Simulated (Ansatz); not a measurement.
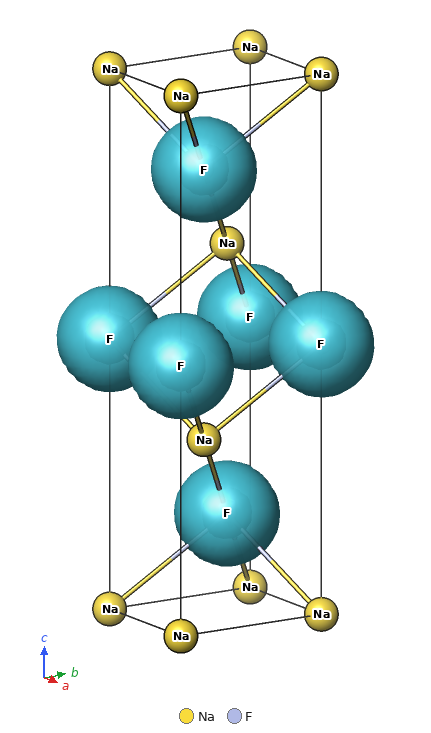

*NaF. Isosurface of the ELF at 0.75 (cyan), seen slightly off an axis. Core shells and regions of very low density are left out. Sticks mark near contacts.*

Space group R-3m; started from the rocksalt prototype, which need not be the ambient phase; changed on purpose from its base cell (shear 111 strain +3.3%).

Level of theory: Ansatz 0.2.0, DFT, HSE06, plane waves, PAW.

In a PAW calculation such maps are meaningful between the atoms, not at the nuclei.

```
Na F
1.0
     2.29717    0.00000   -2.29717
    -2.29717    2.29717    0.00000
     4.74641    4.74641    4.74641
Na F
3 3
Direct
  0.00000 0.00000 0.00000
  0.66667 0.33333 0.33333
  0.33333 0.66667 0.66667
  0.33333 0.66667 0.16667
  0.00000 0.00000 0.50000
  0.66667 0.33333 0.83333
```

Describe the localisation domains.

The surface consists of three regions wrapped around F (the valence shell of each), counted in one cell of 6 atoms. Any copies at cell faces, edges or corners count once. Along the contacts the grid gives the following. Na–F (2.32 Å): the ELF is about 0.05 at the midpoint (a largely ionic contact).

Metal or insulator at this level of theory?

It is gapped, with a Kohn–Sham gap of 8.4 eV on the k-point mesh, an upper bound to the gap of this method.
